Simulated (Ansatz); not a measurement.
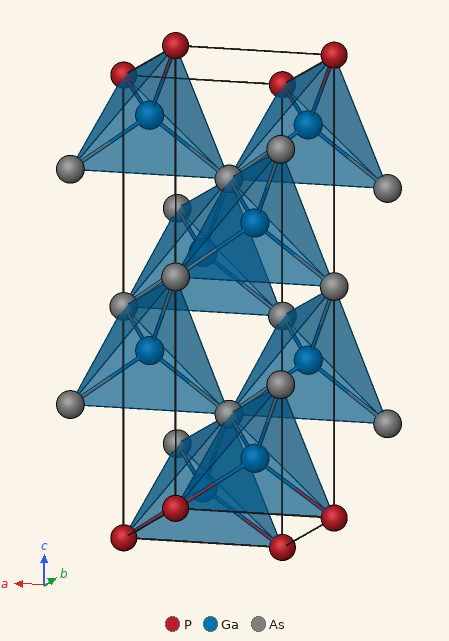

The image is a polyhedral drawing of a crystal, viewed from a general direction. The frame is the conventional unit cell; atoms at its boundary are shown with their periodic copies. Some atoms of the next cells are drawn as well.

Ga₄As₃P, space group P-4m2 (No. 115), a = 3.97 Å, b = 3.97 Å, c = 11.21 Å, α = 90.00°, β = 90.00°, γ = 90.00°.

Calculation details: DFT, PBE, plane waves, PAW in Ansatz; plane-wave cutoff 420 eV, a 6×6×2 k-point grid, Fermi-Dirac smearing of 0.02 eV, no spin polarisation.

Classify it as metallic or gapped, with the value.

A semiconductor at this level, with a gap of 0.77 eV, direct.

How far is the cell from zero pressure?

The computed pressure is 2.7 GPa (compressed: it would expand).

Starting structure: a structure type filled with these elements by a generator (whether the compound takes this form wasn't checked). Earlier steps of the study, as a rule a relaxation of our own, may have changed the cell and positions, so they can lie some per cent off the listed ones. It went into a calculation with Ansatz.
